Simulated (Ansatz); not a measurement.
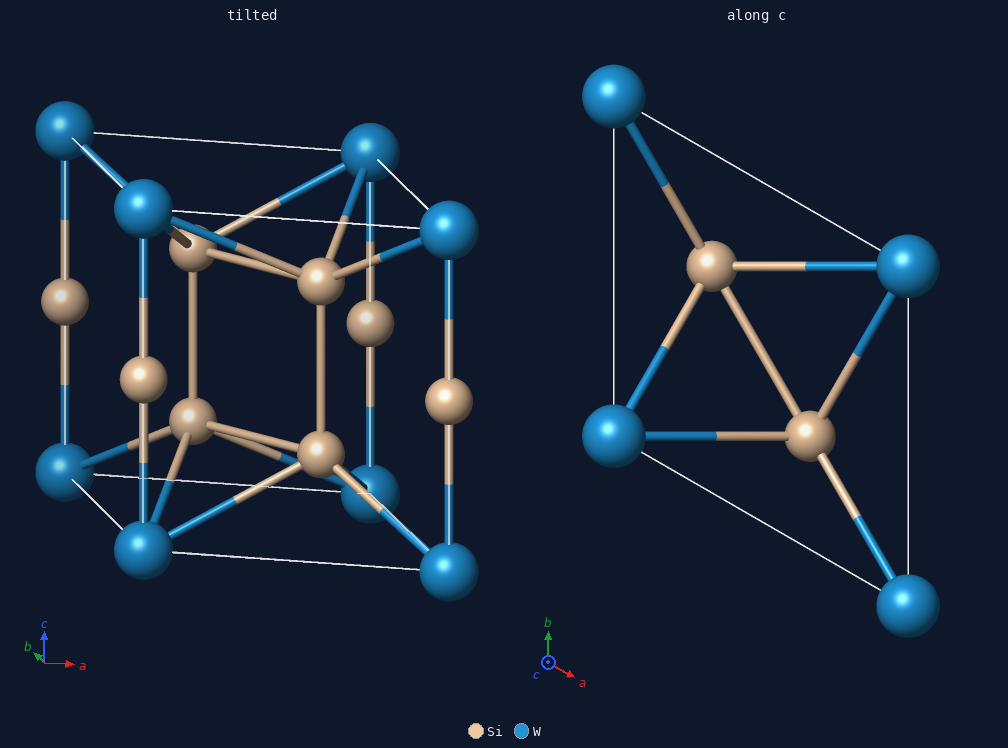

The structure above is drawn in ball-and-stick style and viewed slightly off an axis and along the c axis. The parallelepiped is the conventional unit cell. Cell: a = 4.47 Å, b = 4.47 Å, c = 4.98 Å, α = 90.00°, β = 90.00°, γ = 120.00°.

Origin of the cell: a random cell made by a generator, so it need not be a real form of the compound. Earlier steps of the study, as a rule a relaxation of our own, may have changed the cell and positions, so they can lie some per cent off the listed ones. It was the input of a calculation with Ansatz.

What does the picture show?

The formula is Si$_{5}$W. The structure has P6/mmm (No. 191) symmetry and a primitive hexagonal lattice. The cell holds 6 atoms (5 Si, 1 W), Z = 1. Counting contacts within bonding distance, the coordination numbers are Si 2 to 8 (mean 6.8) and W 14.

The calculation used Ansatz 0.2.0, DFT PBE, scalar-relativistic, plane waves, PAW, with a 420 eV plane-wave basis, Brillouin-zone sampling on a 12×12×8 mesh, Gaussian smearing of 0.1 eV, no spin polarisation.

Does it come out as a metal, or with a gap?

A metal: bands cross the Fermi level.

Give the Bader charge of each element.

Si -0.13 to +0.11 e; W +0.40 e.

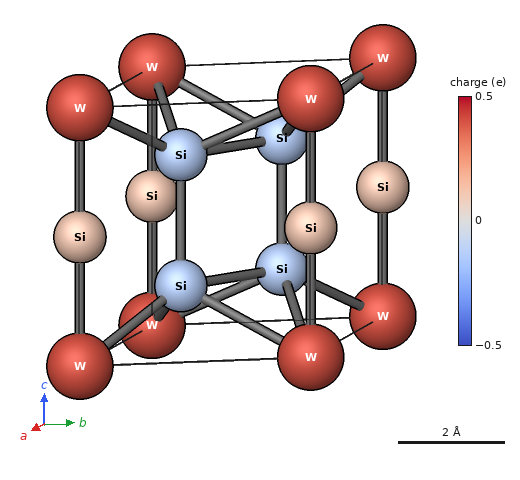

The atoms coloured by those charges. The run's cell of 6 atoms is drawn.

Does the calculation find this structure at rest?

Yes. All forces vanish to within 0.01 eV/Å. The pressure is 0.0 GPa, close to zero.
